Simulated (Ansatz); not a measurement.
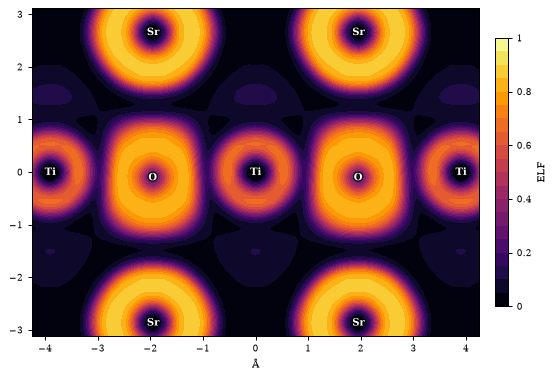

The picture shows: SrTiO₃. ELF on the (011̄) plane of the conventional cell.

Space group P4mm; a generated structure, not necessarily the stable one; computed without spin polarisation.

All numbers below come from DFT HSE06, scalar-relativistic, plane waves, PAW in Ansatz.

Core electrons are frozen (PAW), and the valence fields are smoothed inside the atomic spheres.

What does the map show?

Atoms in the plane: Ti, Sr and O.
Sr–O (2.76 Å): the ELF is about 0.05 at the midpoint: a largely ionic contact.
Ti–O (1.96 Å): the ELF peaks at about 0.85 in the valence shell of O, 0.6 Å from its nucleus, and is about 0.20 at the midpoint: no localised pair shows between them.
The features right at Ti and Sr lie inside the PAW spheres, where the map follows smoothed inner orbitals and isn't to be read closely.

Metal or insulator at this level of theory?

It is gapped, with a Kohn–Sham gap of 3.4 eV on the k-point mesh, an upper bound to the gap of this method.
